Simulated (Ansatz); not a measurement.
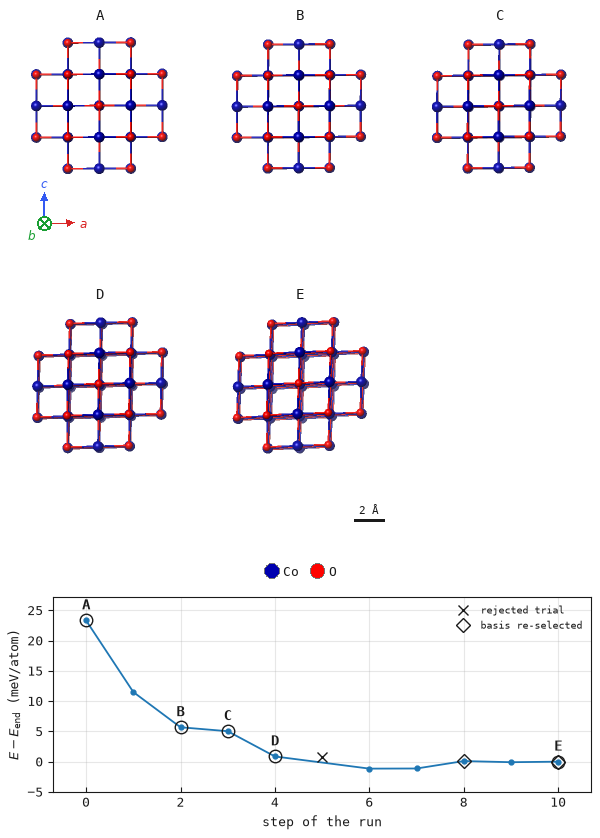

Frames of a relaxation of solid CoO (set up in R-3m), marked on the history of the run. Style: ball-and-stick. Shown: the larger cell on standard axes (4 times the calculation's cell), along the b axis.

Case: ferromagnetic.

All numbers below come from DFT PBEsol, scalar-relativistic, plane waves, PAW in Ansatz. Settings: plane-wave cutoff 420 eV; k-point mesh 18 × 18 × 18; occupations gaussian; smearing width 0.1 eV; collinear spin; cell and atoms relaxed; force threshold 0.01 eV/Å; at most 60 steps.

Describe the path.

Answer. After 7 accepted moves (10 points after the start) the energy has fallen by 23.3 meV per atom. All forces vanish by symmetry, so only the cell relaxes. The pressure goes from −9.01 to 0.00 GPa. The line search rejected the trial step at point 5 of the run. The SCF was repeated twice at an unchanged geometry on a basis and grid sized afresh for the cell, which shifted the energy by 1.2 meV per atom at most. The atoms keep their places relative to the cell (all moves are under 0.005 Å). The drawn cell changes as follows: a = b = c 4.247 → 4.166 Å (−1.9 %), α 90.3° → 94.3°, β 89.7° → 85.7°, γ 89.7° → 85.7°; the volume changes by −6.5 %. Among the contacts that change: Co–O 2.124 → 2.083 Å. Among the angles between lasting bonds that change: O–Co–O 90.3° → 94.3°, Co–O–Co 90.3° → 94.3°, O–Co–O 89.7° → 85.7°. The space group stays R-3m (No. 166). From step 0 to 2: volume −5.4 %, energy −17.6 meV per atom. From step 2 to 3: volume −0.3 %, energy −0.7 meV per atom. From step 3 to 4: volume +0.2 %, energy −4.2 meV per atom. From step 4 to 10: volume −1.0 %, energy −0.9 meV per atom.

```json
{"step": "0", "E − E(0), meV/atom": "0.00", "pressure, GPa": "-9.01", "volume, Å³/atom": "9.578", "note": ""}
{"step": "1", "E − E(0), meV/atom": "-11.82", "pressure, GPa": "-4.78", "volume, Å³/atom": "9.333", "note": ""}
{"step": "2", "E − E(0), meV/atom": "-17.64", "pressure, GPa": "-0.09", "volume, Å³/atom": "9.063", "note": ""}
{"step": "3", "E − E(0), meV/atom": "-18.30", "pressure, GPa": "0.39", "volume, Å³/atom": "9.035", "note": ""}
{"step": "4", "E − E(0), meV/atom": "-22.47", "pressure, GPa": "-0.64", "volume, Å³/atom": "9.053", "note": ""}
{"step": "5", "E − E(0), meV/atom": "-22.51", "pressure, GPa": "-0.38", "volume, Å³/atom": "8.941", "note": "rejected"}
{"step": "6", "E − E(0), meV/atom": "-24.48", "pressure, GPa": "0.11", "volume, Å³/atom": "8.974", "note": ""}
{"step": "7", "E − E(0), meV/atom": "-24.46", "pressure, GPa": "-0.01", "volume, Å³/atom": "8.978", "note": ""}
{"step": "8", "E − E(0), meV/atom": "-23.23", "pressure, GPa": "-0.21", "volume, Å³/atom": "8.978", "note": "same geometry, new basis"}
{"step": "9", "E − E(0), meV/atom": "-23.42", "pressure, GPa": "0.01", "volume, Å³/atom": "8.959", "note": ""}
{"step": "10", "E − E(0), meV/atom": "-23.33", "pressure, GPa": "0.00", "volume, Å³/atom": "8.959", "note": "same geometry, new basis"}
```
